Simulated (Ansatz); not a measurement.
Geometry relaxation, with input and output: SiO₂ (part 2 of 2)

Continued. System: SiO₂ (P4₃2₁2, 12 atoms in the cell). Method: DFT LDA, scalar-relativistic, plane waves, PAW, no spin polarisation (Ansatz 0.2.0); cutoff 420 eV, 6×6×4 k-mesh, Gaussian smearing of 0.02 eV. The structure derives from a Materials Project entry.

Geometry of the input (Å; fractional positions):
```
4.9756  0.0000  0.0000
0.0000  4.9756  0.0000
0.0000  0.0000  6.9009
Si 0.1968  0.1968  0.0000
Si 0.3032  0.6968  0.7500
Si 0.6968  0.3032  0.2500
Si 0.8032  0.8032  0.5000
O  0.6104  0.7382  0.6820
O  0.3896  0.2618  0.1820
O  0.7382  0.6104  0.3180
O  0.2382  0.8896  0.9320
O  0.2618  0.3896  0.8180
O  0.1104  0.7618  0.5680
O  0.8896  0.2382  0.0680
O  0.7618  0.1104  0.4320
```

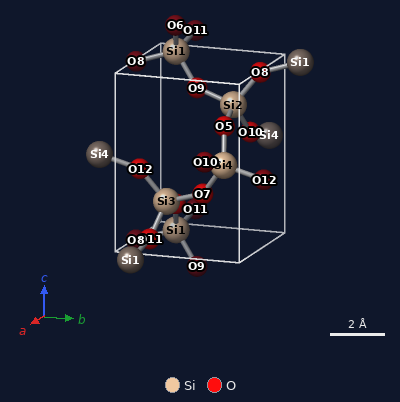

The geometry at step 5 of the log (ball-and-stick view of the cell of the calculation, seen slightly off an axis; neighbours outside the cell are drawn fainter; atoms are numbered from 1 in the order of the input).

```
basis re-selected at this cell: Δ(F+E_penalty+E_count) = +3.252e-3 eV, ΔP = -0.018 GPa vs the last step (what re-selecting the basis moved, of the pressure what is left beyond the Pulay correction that the steps carried, after the strain that the cell walked since its last selection, with what the two solves' SCF thresholds leave and, on support functions, any second-order correction that the steps lacked; it is no measure of the basis error at this ecutwfc). This SCF's stress stands 2.54e-2 GPa from its target on what of the cell is left free (relax.cell.stress_tol is 5.00e-2 GPa) and its largest allowed force component is 5.87e-4 eV/Å (relax.f_tol is 5.00e-3 eV/Å): within both
SCF converged after 4 iterations
Free energy (F): -6890.742746 eV
Harris-Foulkes:  -6890.742746 eV  (|F-HF|=3.18e-11)
Internal energy: -6890.742746 eV  (E = F + TS)
E sigma→0 (E₀):  -6890.742746 eV
Fermi energy:    4.001029 eV
--- Per-component energies (eV) ---
  E_band       = -361.925215
  E_kinetic    = 1603.060774
  E_local      = -4434.202664  (includes V_loc(G=0)·N_el)
  E_nonlocal   = 502.565905
  E_hartree    = 1612.410628
  E_xc         = -803.177255
  E_vxc        = -939.899608  (∫ρ·V_xc dr)
  E_paw        = -3132.439663  (= ΣΔE_a)
  E_vpaw       = -318.292393  (= ΣTr[D̂ρ^β])
  E_aug_tail   = 0.021292  (compensation charges beyond the density's cutoff)
  E_ewald      = -2240.094458
  E_core_change = 1.112695  (= ΣΔE_core)
  E_smearing   = -0.000000  (= −TS)
  E_closure    = -0.000000  (closes the sum)
  Σ components = -6890.742746   (vs F -6890.742746, Δ=0.00e0)
--- Forces (eV/Å), atoms counted from 1 ---
  atom   1  Si     0.00003230     0.00003230    -0.00000000
  atom   2  Si    -0.00003230     0.00003230     0.00000000
  atom   3  Si     0.00003230    -0.00003230     0.00000000
  atom   4  Si    -0.00003230    -0.00003230    -0.00000000
  atom   5  O      0.00058736    -0.00001812     0.00011760
  atom   6  O     -0.00058736     0.00001812     0.00011760
  atom   7  O     -0.00001812     0.00058736    -0.00011760
  atom   8  O     -0.00001812    -0.00058736     0.00011760
  atom   9  O      0.00001812    -0.00058736    -0.00011760
  atom  10  O      0.00058736     0.00001812    -0.00011760
  atom  11  O     -0.00058736    -0.00001812    -0.00011760
  atom  12  O      0.00001812     0.00058736     0.00011760
  max |Σ_I F_I| component: 1.27e-17 eV/Å
--- Stress (GPa, compression-positive) ---
       -0.021845       0.000000       0.000000
        0.000000      -0.021845      -0.000000
        0.000000      -0.000000      -0.025441
  P = ⅓ Tr σ = -0.0230 GPa (-0.230 kbar)
--- Band table (eV; the first three rows and the last of 30) ---
  k-point 0: bands = ["-18.0376", "-17.0916", "-17.0916", "-15.8655", "-15.8129", "-15.8065", "-15.7969", "-15.7969", "-8.2898", "-6.1638", "-6.1638", "-4.6353", "-4.4993", "-4.4993", "-3.9850", "-3.8224", "-1.8261", "-1.8025", "-1.8025", "-1.2128", "-1.0783", "-0.8012", "-0.5731", "-0.5375", "-0.5375", "-0.0956", "-0.0956", "-0.0643", "0.5361", "0.9106", "0.9106", "1.2272", "6.7748", "9.8509", "9.8509", "10.3712", "10.3712", "10.6857", "11.1713", "12.0490", "12.2047", "12.2047", "12.5026", "12.6779"]
  k-point 1: bands = ["-17.9712", "-17.4750", "-16.6707", "-15.9767", "-15.8101", "-15.8055", "-15.7992", "-15.7984", "-8.1092", "-6.9220", "-5.4799", "-4.7196", "-4.4757", "-4.3836", "-4.0971", "-3.9269", "-1.7667", "-1.7601", "-1.6726", "-1.1629", "-1.0127", "-0.7802", "-0.7296", "-0.6407", "-0.5773", "-0.4545", "0.0630", "0.3455", "0.5783", "0.7004", "0.8878", "1.1115", "7.1332", "9.1565", "10.0580", "10.4489", "10.6982", "10.7901", "10.9540", "11.9838", "12.0212", "12.3277", "12.3415", "12.4353"]
  k-point 2: bands = ["-17.7779", "-17.7779", "-16.2725", "-16.2725", "-15.8038", "-15.8038", "-15.8027", "-15.8027", "-7.6155", "-7.6155", "-4.9883", "-4.9883", "-4.3163", "-4.3163", "-4.1631", "-4.1631", "-1.7094", "-1.7094", "-1.3511", "-1.3511", "-0.8775", "-0.8775", "-0.6915", "-0.6915", "-0.6791", "-0.6791", "0.3550", "0.3550", "0.6723", "0.6723", "0.8319", "0.8319", "8.0464", "8.0464", "10.4287", "10.4287", "10.7755", "10.7755", "11.5053", "11.5053", "11.7573", "11.7573", "12.5589", "12.5589"]
  k-point 29: bands = ["-17.0508", "-17.0508", "-17.0508", "-17.0508", "-15.8852", "-15.8852", "-15.8852", "-15.8852", "-6.1969", "-6.1969", "-6.1969", "-6.1969", "-3.8506", "-3.8506", "-3.8506", "-3.8506", "-1.8338", "-1.8338", "-1.8338", "-1.8338", "-1.0689", "-1.0689", "-1.0689", "-1.0689", "-0.1334", "-0.1334", "-0.1334", "-0.1334", "0.6173", "0.6173", "0.6173", "0.6173", "10.2695", "10.2695", "10.2695", "10.2695", "10.8769", "10.8769", "10.8769", "10.8769", "11.4179", "11.4179", "11.4179", "11.4179"]
--- Relaxed structure (6 steps of the walk, 6 accepted, 2 SCFs on fresh bases) ---
  F+E_penalty+E_count = -6890.74274615 eV   max|allowed force component| = 5.874e-4 eV/Å   (the final SCF, on the basis selected at the relaxed cell)
  cell:  # Å, volume = 168.4230 Å³
    - [4.94834592499549, 0.0, 0.0]
    - [0.0, 4.94834592499549, -5.396808135831001e-35]
    - [0.0, -7.485099276001316e-35, 6.878301119242487]
  atoms:
    - { symbol: Si, position: [0.1961473896743281, 0.1961473896743281, -3.2731353626952983e-22] }
    - { symbol: Si, position: [0.30385261032567196, 0.6961473896743282, 0.7500000000000001] }
    - { symbol: Si, position: [0.6961473896743282, 0.30385261032567196, 0.25] }
    - { symbol: Si, position: [0.803852610325672, 0.803852610325672, 0.5] }
    - { symbol: O, position: [0.612295441391961, 0.7375222820232289, 0.682835391867555] }
    - { symbol: O, position: [0.38770455860803904, 0.2624777179767714, 0.18283539186755493] }
    - { symbol: O, position: [0.7375222820232289, 0.612295441391961, 0.31716460813244507] }
    - { symbol: O, position: [0.23752228202322873, 0.887704558608039, 0.932835391867555] }
    - { symbol: O, position: [0.2624777179767714, 0.38770455860803904, 0.8171646081324451] }
    - { symbol: O, position: [0.11229544139196102, 0.7624777179767713, 0.5671646081324452] }
    - { symbol: O, position: [0.887704558608039, 0.23752228202322873, 0.0671646081324451] }
    - { symbol: O, position: [0.7624777179767713, 0.11229544139196102, 0.432835391867555] }
```

**Trajectory as extended XYZ (Å, eV, eV/Å), 8 frames, from step=1 to step=8**
```
12
Lattice="4.9756 0.0000 0.0000 0.0000 4.9756 0.0000 0.0000 0.0000 6.9009" Properties=species:S:1:pos:R:3:forces:R:3 step=1 energy=-6890.73433 pressure_GPa=-1.58
Si    0.9790    0.9790    0.0000    0.0321   0.0321   0.0000
Si    1.5088    3.4668    5.1757   -0.0321   0.0321   0.0000
Si    3.4668    1.5088    1.7252    0.0321  -0.0321   0.0000
Si    3.9966    3.9966    3.4504   -0.0321  -0.0321   0.0000
O     3.0370    3.6732    4.7067   -0.0466  -0.0012  -0.0755
O     1.9386    1.3024    1.2562    0.0466   0.0012  -0.0755
O     3.6732    3.0370    2.1942   -0.0012  -0.0466   0.0755
O     1.1854    4.4263    6.4319   -0.0012   0.0466  -0.0755
O     1.3024    1.9386    5.6446    0.0012   0.0466   0.0755
O     0.5492    3.7902    3.9194   -0.0466   0.0012   0.0755
O     4.4263    1.1854    0.4690    0.0466  -0.0012   0.0755
O     3.7902    0.5492    2.9815    0.0012  -0.0466  -0.0755
12
Lattice="4.9668 0.0000 0.0000 0.0000 4.9668 0.0000 0.0000 0.0000 6.8939" Properties=species:S:1:pos:R:3:forces:R:3 step=2 energy=-6890.74361 pressure_GPa=-0.82
Si    0.9775    0.9775    0.0000    0.0263   0.0263   0.0000
Si    1.5059    3.4609    5.1704   -0.0263   0.0263   0.0000
Si    3.4609    1.5059    1.7235    0.0263  -0.0263   0.0000
Si    3.9893    3.9893    3.4469   -0.0263  -0.0263   0.0000
O     3.0321    3.6663    4.7022   -0.0154  -0.0030  -0.0447
O     1.9347    1.3005    1.2553    0.0154   0.0030  -0.0447
O     3.6663    3.0321    2.1916   -0.0030  -0.0154   0.0447
O     1.1829    4.4181    6.4257   -0.0030   0.0154  -0.0447
O     1.3005    1.9347    5.6385    0.0030   0.0154   0.0447
O     0.5487    3.7839    3.9151   -0.0154   0.0030   0.0447
O     4.4181    1.1829    0.4682    0.0154  -0.0030   0.0447
O     3.7839    0.5487    2.9788    0.0030  -0.0154  -0.0447
12
Lattice="4.9569 0.0000 0.0000 0.0000 4.9569 0.0000 0.0000 0.0000 6.8873" Properties=species:S:1:pos:R:3:forces:R:3 step=3 energy=-6890.74967 pressure_GPa=0.02
Si    0.9760    0.9760    0.0000    0.0101   0.0101   0.0000
Si    1.5025    3.4544    5.1654   -0.0101   0.0101   0.0000
Si    3.4544    1.5025    1.7218    0.0101  -0.0101   0.0000
Si    3.9810    3.9810    3.4436   -0.0101  -0.0101   0.0000
O     3.0268    3.6585    4.6979    0.0084  -0.0063  -0.0023
O     1.9301    1.2985    1.2543   -0.0084   0.0063  -0.0023
O     3.6585    3.0268    2.1894   -0.0063   0.0084   0.0023
O     1.1800    4.4086    6.4197   -0.0063  -0.0084  -0.0023
O     1.2985    1.9301    5.6330    0.0063  -0.0084   0.0023
O     0.5483    3.7769    3.9112    0.0084   0.0063   0.0023
O     4.4086    1.1800    0.4676   -0.0084  -0.0063   0.0023
O     3.7769    0.5483    2.9761    0.0063   0.0084  -0.0023
12
Lattice="4.9554 0.0000 0.0000 0.0000 4.9554 0.0000 0.0000 0.0000 6.8906" Properties=species:S:1:pos:R:3:forces:R:3 step=4 energy=-6890.74981 pressure_GPa=-0.00
Si    0.9760    0.9760    0.0000   -0.0020  -0.0020   0.0000
Si    1.5017    3.4537    5.1680    0.0020  -0.0020   0.0000
Si    3.4537    1.5017    1.7227   -0.0020   0.0020   0.0000
Si    3.9795    3.9795    3.4453    0.0020   0.0020   0.0000
O     3.0265    3.6564    4.7002   -0.0003  -0.0005  -0.0004
O     1.9289    1.2991    1.2549    0.0003   0.0005  -0.0004
O     3.6564    3.0265    2.1904   -0.0005  -0.0003   0.0004
O     1.1786    4.4066    6.4229   -0.0005   0.0003  -0.0004
O     1.2991    1.9289    5.6357    0.0005   0.0003   0.0004
O     0.5488    3.7768    3.9130   -0.0003   0.0005   0.0004
O     4.4066    1.1786    0.4677    0.0003  -0.0005   0.0004
O     3.7768    0.5488    2.9776    0.0005  -0.0003  -0.0004
12
Lattice="4.9554 0.0000 0.0000 0.0000 4.9554 0.0000 0.0000 0.0000 6.8906" Properties=species:S:1:pos:R:3:forces:R:3 step=5 energy=-6890.74211 pressure_GPa=-0.08
Si    0.9760    0.9760    0.0000   -0.0020  -0.0020   0.0000
Si    1.5017    3.4537    5.1680    0.0020  -0.0020   0.0000
Si    3.4537    1.5017    1.7227   -0.0020   0.0020   0.0000
Si    3.9795    3.9795    3.4453    0.0020   0.0020   0.0000
O     3.0265    3.6564    4.7002   -0.0003  -0.0005  -0.0004
O     1.9289    1.2991    1.2549    0.0003   0.0005  -0.0004
O     3.6564    3.0265    2.1904   -0.0005  -0.0003   0.0004
O     1.1786    4.4066    6.4229   -0.0005   0.0003  -0.0004
O     1.2991    1.9289    5.6357    0.0005   0.0003   0.0004
O     0.5488    3.7768    3.9130   -0.0003   0.0005   0.0004
O     4.4066    1.1786    0.4677    0.0003  -0.0005   0.0004
O     3.7768    0.5488    2.9776    0.0005  -0.0003  -0.0004
12
Lattice="4.9533 0.0000 0.0000 0.0000 4.9533 0.0000 0.0000 0.0000 6.8857" Properties=species:S:1:pos:R:3:forces:R:3 step=6 energy=-6890.74346 pressure_GPa=-0.07
Si    0.9741    0.9741    0.0000   -0.0011  -0.0011   0.0000
Si    1.5025    3.4508    5.1643    0.0011  -0.0011   0.0000
Si    3.4508    1.5025    1.7214   -0.0011   0.0011   0.0000
Si    3.9792    3.9792    3.4429    0.0011   0.0011   0.0000
O     3.0280    3.6542    4.6987   -0.0006  -0.0002  -0.0012
O     1.9254    1.2991    1.2559    0.0006   0.0002  -0.0012
O     3.6542    3.0280    2.1870   -0.0002  -0.0006   0.0012
O     1.1776    4.4021    6.4201   -0.0002   0.0006  -0.0012
O     1.2991    1.9254    5.6299    0.0002   0.0006   0.0012
O     0.5513    3.7758    3.9084   -0.0006   0.0002   0.0012
O     4.4021    1.1776    0.4656    0.0006  -0.0002   0.0012
O     3.7758    0.5513    2.9773    0.0002  -0.0006  -0.0012
12
Lattice="4.9483 0.0000 0.0000 0.0000 4.9483 0.0000 0.0000 0.0000 6.8783" Properties=species:S:1:pos:R:3:forces:R:3 step=7 energy=-6890.74600 pressure_GPa=-0.01
Si    0.9706    0.9706    0.0000    0.0000   0.0000   0.0000
Si    1.5036    3.4448    5.1587    0.0000   0.0000   0.0000
Si    3.4448    1.5036    1.7196    0.0000   0.0000   0.0000
Si    3.9777    3.9777    3.4392    0.0000   0.0000   0.0000
O     3.0299    3.6495    4.6967    0.0006   0.0000   0.0001
O     1.9185    1.2988    1.2576   -0.0006   0.0000   0.0001
O     3.6495    3.0299    2.1816    0.0000   0.0006  -0.0001
O     1.1753    4.3927    6.4163    0.0000  -0.0006   0.0001
O     1.2988    1.9185    5.6207    0.0000  -0.0006  -0.0001
O     0.5557    3.7730    3.9011    0.0006   0.0000  -0.0001
O     4.3927    1.1753    0.4620   -0.0006   0.0000  -0.0001
O     3.7730    0.5557    2.9772    0.0000   0.0006   0.0001
12
Lattice="4.9483 0.0000 0.0000 0.0000 4.9483 0.0000 0.0000 0.0000 6.8783" Properties=species:S:1:pos:R:3:forces:R:3 step=8 energy=-6890.74275 pressure_GPa=-0.02
Si    0.9706    0.9706    0.0000    0.0000   0.0000   0.0000
Si    1.5036    3.4448    5.1587    0.0000   0.0000   0.0000
Si    3.4448    1.5036    1.7196    0.0000   0.0000   0.0000
Si    3.9777    3.9777    3.4392    0.0000   0.0000   0.0000
O     3.0299    3.6495    4.6967    0.0006   0.0000   0.0001
O     1.9185    1.2988    1.2576   -0.0006   0.0000   0.0001
O     3.6495    3.0299    2.1816    0.0000   0.0006  -0.0001
O     1.1753    4.3927    6.4163    0.0000  -0.0006   0.0001
O     1.2988    1.9185    5.6207    0.0000  -0.0006  -0.0001
O     0.5557    3.7730    3.9011    0.0006   0.0000  -0.0001
O     4.3927    1.1753    0.4620   -0.0006   0.0000  -0.0001
O     3.7730    0.5557    2.9772    0.0000   0.0006   0.0001
```

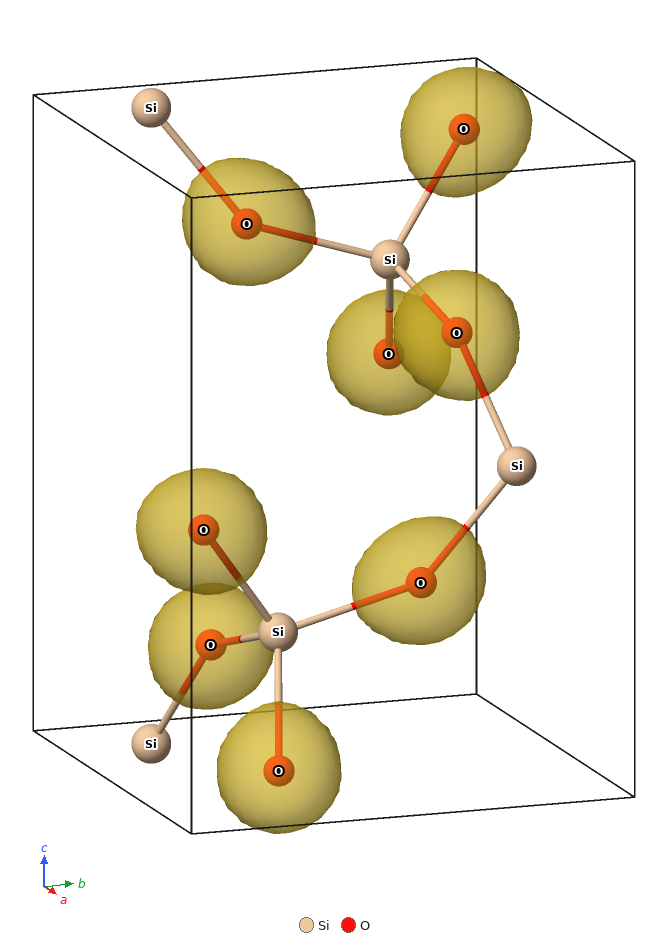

Isosurface of the valence electron density at 1.5 e/Å³ (yellow), seen slightly off an axis. Sticks mark near contacts. The outline is the cell set on symmetry axes. At this value the density breaks into separate islands; it holds about 50 % of the electrons treated as valence. It is pinched off along the Si–O (1.61 Å) contacts. On the grid the lowest density along these lines, outside the cores, is 1.1 e/Å³ (Si–O, 1.61 Å). In a PAW calculation such maps are meaningful between the atoms, not at the nuclei.

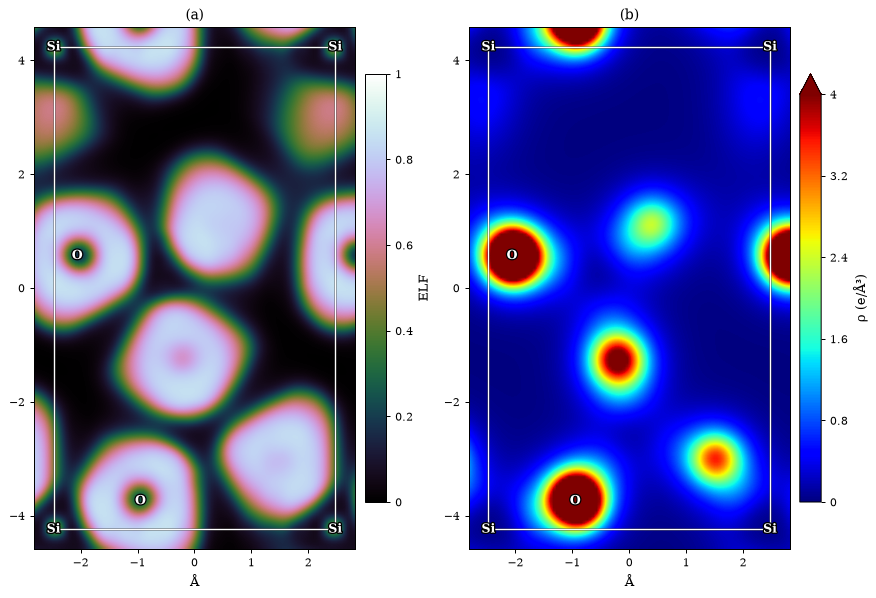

(a) electron localisation function; (b) valence charge density (pseudo) on the (011) plane of the conventional cell. Si–O (1.61 Å): the density is about 1.3 e/Å³ at the midpoint; the ELF peaks at about 0.85 between the atoms, which marks a polar covalent bond. Away from the nuclei the density in this plane falls to 0.009 e/Å³ at its lowest.

**Key numbers**

```json
{"quantity": "outcome", "value": "converged"}
{"quantity": "space group (tolerance 0.01 Å)", "value": "P4₃2₁2 (96)"}
{"quantity": "electrons treated", "value": "64"}
{"quantity": "free energy", "value": "−6890.7427 eV"}
{"quantity": "Fermi energy", "value": "4.001 eV"}
{"quantity": "gap on the k-point mesh", "value": "5.55 eV"}
{"quantity": "pressure", "value": "−0.02 GPa"}
{"quantity": "final volume", "value": "168.42 Å³"}
{"quantity": "largest force (length of the vector) at the end", "value": "0.001 eV/Å"}
{"quantity": "final cell", "value": "a = 4.948 Å, b = 4.948 Å, c = 6.878 Å, α = 90.00°, β = 90.00°, γ = 90.00°"}
{"quantity": "wall time", "value": "1.9 min (CPU time 3.8 min)"}
{"quantity": "peak memory", "value": "0.46 GiB"}
```
